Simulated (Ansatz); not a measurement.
**Molecular dynamics, with input and output: C (part 5 of 5)**

The same run, continued: C (Fd-3m, 16 atoms in the cell); DFT PBEsol, scalar-relativistic, plane waves, PAW, no spin polarisation (Ansatz 0.2.0); cutoff 420 eV, 4×4×4 k-mesh, Fermi–Dirac smearing of 0.17 eV. The structure was built on a prototype by a generator; it need not be a known phase. It belongs to a series of runs on one base structure; here: dynamics from the start.

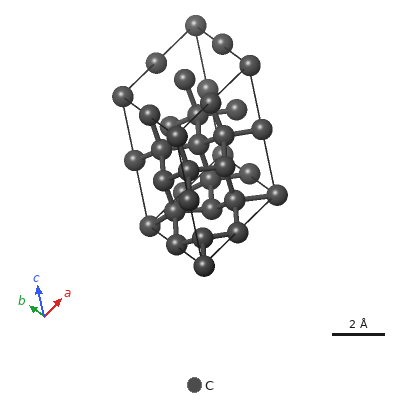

Figure 1. The geometry at step 50 of the log (ball-and-stick view of the cell of the calculation, seen slightly off an axis).

The input
```yaml
crystal:
  lattice:
    - [0.0, 3.68524, 3.68524]
    - [3.68524, 0.0, 3.68524]
    - [3.68524, 3.68524, 0.0]
  atoms:
    - { symbol: C, position: [0.0, 0.0, 0.0] }
    - { symbol: C, position: [0.125, 0.125, 0.125] }
    - { symbol: C, position: [0.0, 0.0, 0.5] }
    - { symbol: C, position: [0.125, 0.125, 0.625] }
    - { symbol: C, position: [0.0, 0.5, 0.0] }
    - { symbol: C, position: [0.125, 0.625, 0.125] }
    - { symbol: C, position: [0.0, 0.5, 0.5] }
    - { symbol: C, position: [0.125, 0.625, 0.625] }
    - { symbol: C, position: [0.5, 0.0, 0.0] }
    - { symbol: C, position: [0.625, 0.125, 0.125] }
    - { symbol: C, position: [0.5, 0.0, 0.5] }
    - { symbol: C, position: [0.625, 0.125, 0.625] }
    - { symbol: C, position: [0.5, 0.5, 0.0] }
    - { symbol: C, position: [0.625, 0.625, 0.125] }
    - { symbol: C, position: [0.5, 0.5, 0.5] }
    - { symbol: C, position: [0.625, 0.625, 0.625] }
basis:
  ecutwfc: 420.0
kpoints:
  mp_grid: { grid: [4, 4, 4] }
hamiltonian:
  xc: pbesol
scf:
  occupations: { method: fermi_dirac, width: 0.17 }
  lower_state_search: "off"
md:
  timestep: 1
  n_steps: 50
  ensemble: nvt_nose_hoover
  temperature: 2000.0
  initial_velocities: maxwell_boltzmann
  seed: 801826
  nose_hoover: { tau: 50.0, chain_length: 5 }
```

Command:
```bash
ansatz run input.yaml --threads 1 --pin off --max-ram 3072MiB --backend cpu --events-out ev --progress --plain --runs-dir out
```

Results in brief

```tsv
quantity	value
outcome	finished
mean temperature over the second half	1103 K
trajectory	50 steps, 50 fs
ensemble	nvt_nose_hoover
temperature in the input	2000.0 K
time step	1 fs
space group of the start (tolerance 0.01 Å)	Fd-3m (227)
electrons treated	64
potential energy (free energy of the electrons) (last step)	−3941.9341 eV
Fermi energy (last step)	13.114 eV
largest force (length of the vector) (last step)	6.948 eV/Å
hardware	1 thread of Arm Neoverse V1, 24 GiB of memory available, shared host
wall time	8.4 min
peak memory	0.5 GiB
```

Remarks

So short a trajectory is not equilibrated. The temperature stays far from the 2000 K of the thermostat over the second half: the run isn't equilibrated.
